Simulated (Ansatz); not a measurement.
**Ti2Co: single-point calculation (part 2 of 2)**

Ti2Co (Fd-3m, 6 atoms in the cell); DFT r2SCAN, scalar-relativistic, plane waves, PAW, spin-polarised (Ansatz 0.2.0); cutoff 500 eV, 10×10×10 k-mesh, Gaussian smearing of 0.1 eV, collinear spins. The structure derives from an entry of the Crystallography Open Database. It belongs to a series of runs on one base structure; here: equal strain along all axes, cell held, atoms relaxed: -1.0 %.

Geometry of the input (Å; fractional positions):
```
0.0000  3.5288  3.5288
3.5288  0.0000  3.5288
3.5288  3.5288  0.0000
Ti 0.1250  0.1250  0.1250
Ti 0.6250  0.1250  0.1250
Ti 0.1250  0.1250  0.6250
Ti 0.1250  0.6250  0.1250
Co 0.5000  0.5000  0.5000
Co 0.7500  0.7500  0.7500
```

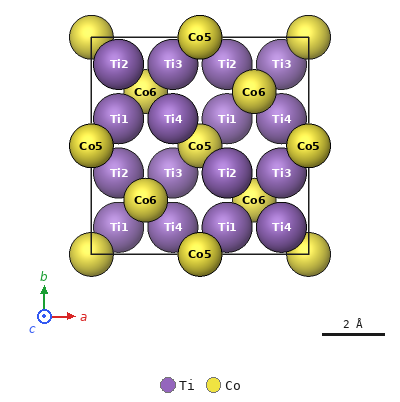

**Figure 1.** The structure (spheres-only view of the cell 4 times as large as that of the calculation, set on its symmetry axes, along the c axis; atoms are numbered from 1 in the order of the input). An atom can appear more than once, as a periodic image.

What the program printed, continued
```
SCF iter   1: F=—  HF=-20274.994663 eV  |F-HF|=—  |Δ(HF+E_count)|=         —  Δρ=4.46e-2 (↑3.43e-2 ↓4.46e-2)  dr2=4.17e0  dr2_τ=5.75e-2  dr2_m=2.17e-1  M=4.547 μB ∫|m|=5.071 μB  β_m=1.00  ethr=3.10e-3  ⟨swp⟩=4.4  Hψ=15448  notcnv=0
Mixer restart at iter 1: flushing history
preconditioner: auto → Kerker (q_TF=auto, 2.697 Å⁻¹)  [metal: Δε(μ)=0.004 eV  Ē_g=4.426 eV  σ=0.100 eV  W_gap=0.02  n_scr=26 (ndim 8)  ℏωp=23.1 eV  f_vac=0.000  D(μ)=7.32/eV (n_scr^D=88)]
spin=Collinear: Kerker preconditioning applied to the charge; magnetization (m = ρ↑ − ρ↓) channel mixes plain (no charge-response kernel on spin).
SCF iter   2: F=—  HF=-20275.441780 eV  |F-HF|=—  |Δ(HF+E_count)|=   4.47e-1  Δρ=1.89e-2 (↑1.70e-2 ↓1.89e-2)  dr2=1.11e0  dr2_τ=1.41e-2  dr2_m=2.93e-2  M=4.522 μB ∫|m|=5.508 μB  β_m=1.00  ethr=3.10e-3  ⟨swp⟩=2.0  Hψ=7902  notcnv=0  defer=430  κ⁻¹=1.0e0(r=1)
SCF iter   3: F=—  HF=-20276.566225 eV  |F-HF|=—  |Δ(HF+E_count)|=    1.12e0  Δρ=1.23e-2 (↑1.07e-2 ↓1.23e-2)  dr2=5.01e-1  dr2_τ=3.70e-3  dr2_m=3.53e-3  M=4.596 μB ∫|m|=5.815 μB  β_m=1.00  ethr=1.36e-3  ⟨swp⟩=2.5  Hψ=7074  notcnv=0  defer=430  κ⁻¹=5.6e-2(r=2)
SCF iter   4: F=—  HF=-20277.464133 eV  |F-HF|=—  |Δ(HF+E_count)|=   8.98e-1  Δρ=7.74e-3 (↑5.32e-3 ↓7.74e-3)  dr2=1.43e-1  dr2_τ=1.22e-3  dr2_m=2.33e-3  M=4.686 μB ∫|m|=6.012 μB  β_m=1.00  ethr=6.11e-4  ⟨swp⟩=2.7  Hψ=8181  notcnv=0  defer=431  κ⁻¹=1.3e-2(r=3)
SCF iter   5: F=—  HF=-20277.608711 eV  |F-HF|=—  |Δ(HF+E_count)|=         —  Δρ=6.47e-3 (↑3.23e-3 ↓6.47e-3)  dr2=4.52e-2  dr2_τ=4.99e-4  dr2_m=8.92e-3  M=4.775 μB ∫|m|=5.981 μB  β_m=1.00  ethr=1.75e-4  ⟨swp⟩=2.0  Hψ=8887  notcnv=0  defer=457
Mixer restart at iter 5: flushing history
SCF iter   6: F=—  HF=-20277.608631 eV  |F-HF|=—  |Δ(HF+E_count)|=   8.00e-5  Δρ=4.33e-3 (↑2.16e-3 ↓4.33e-3)  dr2=2.81e-2  dr2_τ=3.19e-4  dr2_m=2.35e-3  M=4.781 μB ∫|m|=5.971 μB  β_m=1.00  ethr=5.51e-5  ⟨swp⟩=1.1  Hψ=5097  notcnv=0  defer=455  κ⁻¹=1.0e0(r=1)
SCF iter   7: F=—  HF=-20277.612565 eV  |F-HF|=—  |Δ(HF+E_count)|=   3.93e-3  Δρ=1.38e-3 (↑1.38e-3 ↓1.28e-3)  dr2=6.90e-3  dr2_τ=3.49e-5  dr2_m=8.60e-5  M=4.766 μB ∫|m|=5.937 μB  β_m=1.00  ethr=3.43e-5  ⟨swp⟩=2.0  Hψ=6440  notcnv=0  defer=455  κ⁻¹=4.0e-2(r=2)
SCF iter   8: F=—  HF=-20277.615591 eV  |F-HF|=—  |Δ(HF+E_count)|=   3.03e-3  Δρ=8.82e-4 (↑8.46e-4 ↓8.82e-4)  dr2=1.39e-3  dr2_τ=4.41e-5  dr2_m=4.13e-6  M=4.737 μB ∫|m|=5.909 μB  β_m=1.00  ethr=8.41e-6  ⟨swp⟩=2.0  Hψ=6601  notcnv=0  defer=455  κ⁻¹=5.6e-3(r=3)
SCF iter   9: F=—  HF=-20277.616520 eV  |F-HF|=—  |Δ(HF+E_count)|=   9.29e-4  Δρ=6.07e-4 (↑6.07e-4 ↓3.78e-4)  dr2=3.37e-4  dr2_τ=8.35e-6  dr2_m=3.26e-5  M=4.731 μB ∫|m|=5.901 μB  β_m=1.00  ethr=1.69e-6  ⟨swp⟩=2.0  Hψ=9044  notcnv=0  defer=457  κ⁻¹=1.3e-3(r=4)
SCF iter  10: F=—  HF=-20277.616849 eV  |F-HF|=—  |Δ(HF+E_count)|=   3.29e-4  Δρ=5.87e-4 (↑1.40e-4 ↓5.87e-4)  dr2=3.11e-4  dr2_τ=2.92e-6  dr2_m=6.02e-5  M=4.740 μB ∫|m|=5.904 μB  β_m=1.00  ethr=4.11e-7  ⟨swp⟩=2.0  Hψ=8848  notcnv=0  defer=461  κ⁻¹=1.2e-3(r=5)
SCF iter  11: F=—  HF=-20277.616857 eV  |F-HF|=—  |Δ(HF+E_count)|=   8.14e-6  Δρ=4.60e-4 (↑1.35e-4 ↓4.60e-4)  dr2=1.84e-4  dr2_τ=2.11e-6  dr2_m=4.41e-5  M=4.743 μB ∫|m|=5.906 μB  β_m=1.00  ethr=3.80e-7  ⟨swp⟩=1.0  Hψ=5051  notcnv=0  defer=461  κ⁻¹=1.1e-4(r=6)
SCF iter  12: F=—  HF=-20277.616911 eV  |F-HF|=—  |Δ(HF+E_count)|=   5.37e-5  Δρ=1.14e-4 (↑1.14e-4 ↓6.72e-5)  dr2=2.97e-5  dr2_τ=2.41e-7  dr2_m=1.10e-6  M=4.740 μB ∫|m|=5.905 μB  β_m=1.00  ethr=2.25e-7  ⟨swp⟩=2.0  Hψ=7625  notcnv=0  defer=461  κ⁻¹=5.7e-6(r=7)
SCF iter  13: F=—  HF=-20277.616907 eV  |F-HF|=—  |Δ(HF+E_count)|=   3.90e-6  Δρ=1.10e-4 (↑5.72e-5 ↓1.10e-4)  dr2=7.70e-6  dr2_τ=1.63e-7  dr2_m=2.67e-6  M=4.740 μB ∫|m|=5.906 μB  β_m=1.00  ethr=3.63e-8  ⟨swp⟩=2.0  Hψ=6593  notcnv=0  defer=461  κ⁻¹=4.7e-6(r=8)
SCF iter  14: F=—  HF=-20277.616912 eV  |F-HF|=—  |Δ(HF+E_count)|=   4.81e-6  Δρ=2.30e-5 (↑2.30e-5 ↓2.26e-5)  dr2=4.58e-7  dr2_τ=2.15e-8  dr2_m=1.55e-7  M=4.738 μB ∫|m|=5.903 μB  β_m=1.00  ethr=9.39e-9  ⟨swp⟩=2.0  Hψ=7854  notcnv=0  defer=461  κ⁻¹=2.7e-6(r=8)
SCF iter  15: F=—  HF=-20277.616913 eV  |F-HF|=—  |Δ(HF+E_count)|=   1.12e-6  Δρ=1.65e-5 (↑8.06e-6 ↓1.65e-5)  dr2=2.80e-7  dr2_τ=3.51e-9  dr2_m=2.49e-8  M=4.738 μB ∫|m|=5.903 μB  β_m=1.00  ethr=5.59e-10  ⟨swp⟩=2.0  Hψ=8871  notcnv=0  defer=461  κ⁻¹=1.7e-5(r=8)
SCF iter  16: F=—  HF=-20277.616913 eV  |F-HF|=—  |Δ(HF+E_count)|=   3.02e-7  Δρ=1.40e-5 (↑7.27e-6 ↓1.40e-5)  dr2=2.89e-7  dr2_τ=1.38e-9  dr2_m=1.21e-8  M=4.739 μB ∫|m|=5.904 μB  β_m=1.00  ethr=3.42e-10  ⟨swp⟩=2.5  Hψ=7942  notcnv=0  defer=461  κ⁻¹=5.7e-6(r=8)
SCF iter  17: F=—  HF=-20277.616913 eV  |F-HF|=—  |Δ(HF+E_count)|=   2.28e-9  Δρ=1.97e-6 (↑1.97e-6 ↓1.70e-6)  dr2=4.20e-9  dr2_τ=1.33e-10  dr2_m=1.37e-9  M=4.739 μB ∫|m|=5.904 μB  β_m=1.00  ethr=3.42e-10  ⟨swp⟩=2.0  Hψ=6589  notcnv=0  defer=461  κ⁻¹=3.1e-6(r=8)
SCF iter  18: F=—  HF=-20277.616913 eV  |F-HF|=—  |Δ(HF+E_count)|=   9.08e-9  Δρ=2.20e-6 (↑1.18e-6 ↓2.20e-6)  dr2=4.73e-9  dr2_τ=6.94e-11  dr2_m=1.13e-9  M=4.739 μB ∫|m|=5.904 μB  β_m=1.00  ethr=5.13e-12  ⟨swp⟩=2.0  Hψ=8661  notcnv=0  defer=461  κ⁻¹=2.2e-6(r=8)
SCF iter  19: F=-20277.616913 eV  HF=-20277.616913 eV  |F-HF|=6.95e-9  |Δ(HF+E_count)|=   1.06e-8  Δρ=2.86e-6 (↑1.13e-6 ↓2.86e-6)  dr2=1.14e-8  dr2_τ=7.83e-11  dr2_m=7.68e-10  M=4.739 μB ∫|m|=5.904 μB  ethr=5.13e-12  ⟨swp⟩=10.9  Hψ=30248  notcnv=0
SCF 1 converged in 19 iterations: F = -20277.616913 eV  dr2 = 1.14e-8
  greatest PAW one-centre occupation: 1.004 electrons in one spin orbital (limit 2), on the Co atom at site 5 (counted from 0), in its partial waves of l = 1
this state was not tested for a lower state beside it, because the mixer in use, unlike msr1, does not test its closes by its own steps (another_mixer; see scf.mixing.algorithm and scf.lower_state_search)
SCF converged after 19 iterations
Magnetization: 4.7389 μB (43.3694 up, 38.6306 down)
Absolute magnetization: 5.9198 μB (∫|ρ↑−ρ↓|, with the PAW one-centre terms)
Spin contamination: 0.5536 ħ² per cell (⟨S²⟩ above its minimum at these occupations)
Per-site moments (μB) at R_I (Å): [(0.37024150261706407, 1.0292902220385982), (0.37024150261706357, 1.0292902220385982), (0.3702415026170639, 1.0292902220385982), (0.37024150261706384, 1.0292902220385982), (1.7116171714296837, 1.2069497697204996), (1.7116171714296835, 1.2069497697204996)]
Free energy (F): -20277.616913 eV
Harris-Foulkes:  -20277.616913 eV  (|F-HF|=6.95e-9)
Internal energy: -20277.594621 eV  (E = F + TS)
E sigma→0 (E₀):  -20277.605767 eV
Entropy (-TS):   -0.022293 eV (-3.715 meV/atom)
Fermi energy:    14.849531 eV
--- Per-component energies (eV) ---
  E_band       = -1247.822052
  E_kinetic    = 2009.901068
  E_local      = -9649.703902  (includes V_loc(G=0)·N_el)
  E_nonlocal   = 948.656345
  E_hartree    = 4056.018760
  E_xc         = -687.821214
  E_vxc        = -993.271736  (∫ρ·V_xc dr)
  E_paw        = -7279.178547  (= ΣΔE_a)
  E_vpaw       = -1742.072401  (= ΣTr[D̂ρ^β])
  E_aug_tail   = 0.000457  (compensation charges beyond the density's cutoff)
  E_vtau       = 66.639295  (kinetic-family band-sum trace: ∫τ·v_τ [+ j·A + Jᵃ·Aᵃ] dr)
  E_ewald      = -9673.863347
  E_core_change = -1.604241  (= ΣΔE_core)
  E_smearing   = -0.022293  (= −TS)
  E_closure    = 0.000000  (closes the sum)
  Σ components = -20277.616913   (vs F -20277.616913, Δ=0.00e0)
--- Forces (eV/Å), atoms counted from 1 ---
  atom   1  Ti     0.00000000    -0.00000000    -0.00000000
  atom   2  Ti     0.00000000     0.00000000    -0.00000000
  atom   3  Ti     0.00000000    -0.00000000    -0.00000000
  atom   4  Ti     0.00000000    -0.00000000    -0.00000000
  atom   5  Co     0.00000000    -0.00000000     0.00000000
  atom   6  Co    -0.00000000    -0.00000000     0.00000000
  max |Σ_I F_I| component: 1.45e-18 eV/Å
--- Stress (GPa, compression-positive) ---
        3.298624      -0.000000      -0.000000
        0.000000       3.298624       0.000000
       -0.000000      -0.000000       3.298624
  P = ⅓ Tr σ = 3.2986 GPa (32.986 kbar)
--- Band table (eV; the first three rows and the last of 94) ---
  k-point 0 ↑: bands = ["-84.9490", "-84.9473", "-46.7359", "-46.7359", "-46.7359", "-46.7276", "-46.7276", "-46.7276", "-44.2146", "-43.7502", "-43.7502", "-43.7502", "-20.8195", "-19.7329", "-19.7329", "-19.7329", "-19.3890", "-19.3890", "-18.6276", "-18.6276", "-18.6276", "-18.4811", "-18.4811", "-18.4811", "8.0382", "10.6139", "11.4404", "11.4404", "11.4404", "12.1950", "12.1950", "12.1950", "12.2081", "12.2081", "12.6186", "12.6186", "12.6186", "12.7777", "12.7777", "13.7896", "13.7896", "13.7896", "14.0757", "14.0757", "18.0429", "18.3354", "18.3354", "18.3354", "18.3367", "18.3367", "18.3367", "18.5979", "18.5979"]
  k-point 1 ↑: bands = ["-84.9490", "-84.9473", "-46.7359", "-46.7359", "-46.7358", "-46.7277", "-46.7275", "-46.7275", "-44.2064", "-43.7590", "-43.7502", "-43.7502", "-20.7864", "-19.7254", "-19.7176", "-19.7176", "-19.3819", "-19.3819", "-18.6463", "-18.6463", "-18.6276", "-18.5295", "-18.4874", "-18.4874", "8.1500", "10.6961", "11.4556", "11.4556", "11.4694", "12.0281", "12.1513", "12.1513", "12.2142", "12.2142", "12.7140", "12.7331", "12.7331", "12.7848", "12.7848", "13.7336", "13.8317", "13.8317", "14.1021", "14.1021", "17.7018", "17.8227", "17.8227", "17.9464", "18.3069", "18.3069", "18.3218", "18.5975", "18.5975"]
  k-point 2 ↑: bands = ["-84.9489", "-84.9474", "-46.7361", "-46.7361", "-46.7357", "-46.7279", "-46.7274", "-46.7274", "-44.1832", "-43.7839", "-43.7503", "-43.7503", "-20.6955", "-19.6993", "-19.6780", "-19.6780", "-19.3567", "-19.3567", "-18.7069", "-18.7069", "-18.6673", "-18.6274", "-18.4988", "-18.4988", "8.4766", "10.8929", "11.5002", "11.5002", "11.5195", "11.7978", "12.0734", "12.0734", "12.2317", "12.2317", "12.7821", "12.7821", "12.7930", "13.0194", "13.0194", "13.5897", "13.9129", "13.9129", "14.2418", "14.2418", "16.8205", "17.1535", "17.1535", "17.4095", "18.1321", "18.1321", "18.2866", "18.5690", "18.5690"]
  k-point 46 ↓: bands = ["-82.2318", "-82.2318", "-44.0640", "-44.0640", "-44.0561", "-44.0561", "-44.0491", "-44.0491", "-43.5075", "-43.5075", "-43.2812", "-43.2812", "-19.3493", "-19.3493", "-18.9730", "-18.9730", "-18.7087", "-18.7087", "-18.6845", "-18.6845", "-18.4067", "-18.4067", "-18.0904", "-18.0904", "10.8823", "10.8823", "12.0558", "12.0558", "13.2968", "13.2968", "13.3937", "13.3937", "13.9191", "13.9191", "14.0715", "14.0715", "14.0734", "14.0734", "15.0876", "15.0876", "15.1563", "15.1563", "16.1326", "16.1326", "16.4986", "16.4986", "16.7431", "16.7431", "17.4869", "17.4869", "17.6382", "17.6382", "18.5670"]
--- Löwdin populations: 6 sites ---
  site symbol       q [e]    m [muB]
     0     Ti     11.9545     0.3909
     1     Ti     11.9545     0.3909
     2     Ti     11.9545     0.3909
     3     Ti     11.9545     0.3909
     4     Co     16.6053     1.7090
     5     Co     16.6053     1.7090
  spilling = 0.011846 (of n_electrons = 82.000000)
```

File populations.tsv
```
# site	symbol	l	j	q_up	q_dn
# orbitals = lowdin
# n_electrons = 82.000000
# spilling = 0.011846
0	Ti	0_3S	-	0.944882	0.942506
0	Ti	0_4S	-	0.436795	0.471249
0	Ti	1_3P	-	2.984955	2.983677
0	Ti	2_3D	-	1.806063	1.384402
1	Ti	0_3S	-	0.944882	0.942506
1	Ti	0_4S	-	0.436795	0.471249
1	Ti	1_3P	-	2.984955	2.983677
1	Ti	2_3D	-	1.806063	1.384402
2	Ti	0_3S	-	0.944882	0.942506
2	Ti	0_4S	-	0.436795	0.471249
2	Ti	1_3P	-	2.984955	2.983677
2	Ti	2_3D	-	1.806063	1.384402
3	Ti	0_3S	-	0.944882	0.942506
3	Ti	0_4S	-	0.436795	0.471249
3	Ti	1_3P	-	2.984955	2.983677
3	Ti	2_3D	-	1.806063	1.384402
4	Co	0_3S	-	0.994074	0.994442
4	Co	0_4S	-	0.440364	0.443086
4	Co	1_3P	-	2.998625	2.998876
4	Co	2_3D	-	4.724053	3.011755
5	Co	0_3S	-	0.994074	0.994442
5	Co	0_4S	-	0.440364	0.443086
5	Co	1_3P	-	2.998625	2.998876
5	Co	2_3D	-	4.724053	3.011755
```

Summary

| quantity | value |
| --- | --- |
| outcome | converged |
| space group (tolerance 0.01 Å) | Fd-3m (227) |
| electrons treated | 82 |
| free energy | −20277.6169 eV |
| Fermi energy | 14.850 eV |
| gap on the k-point mesh | none (metallic) |
| net moment of the cell | 4.74 μB |
| integrated absolute moment | 5.92 μB |
| pressure | 3.30 GPa |
| largest force (length of the vector) | under 0.001 eV/Å |
| hardware | 1 thread of Intel Xeon @ 2.70GHz, 189 GiB of memory available, shared host |
| wall time | 2 min |
| peak memory | 0.97 GiB |

The electronic state found may not be the lowest one. Warnings of the run: the state was not tested for a lower one.
